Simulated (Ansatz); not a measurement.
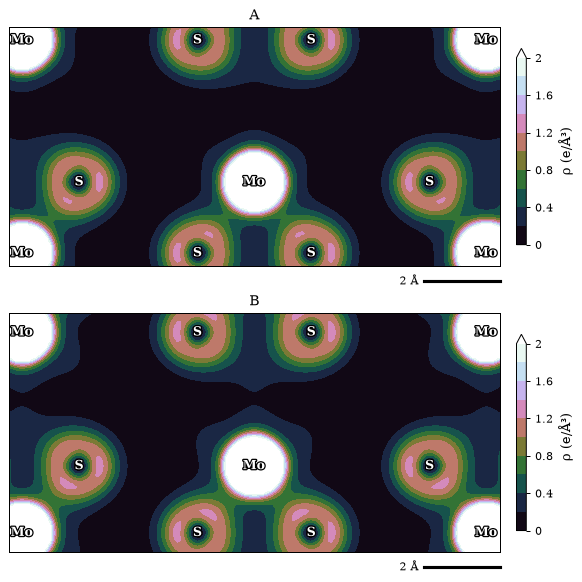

MoS2. The valence pseudo-density of two cells that differ in size and shape, on the (110) plane of each (indices in the axes of the calculation cell), at one length scale and on one colour scale; one has 16.7 and the other 18.8 Å³ an atom.

Computed with Ansatz, DFT, LDA, PAW with Ansatz's default frozen-core files, scalar-relativistic.

**Which panel shows the smaller cell, and what does the compression change?**

Panel B is the smaller cell, by 11 % in volume. From the larger cell to the smaller, Mo–S goes from 2.41 to 2.32 Å, and the density at its midpoint from 0.6 to 0.7 e/Å³; the pressure goes from −7 to 12 GPa.
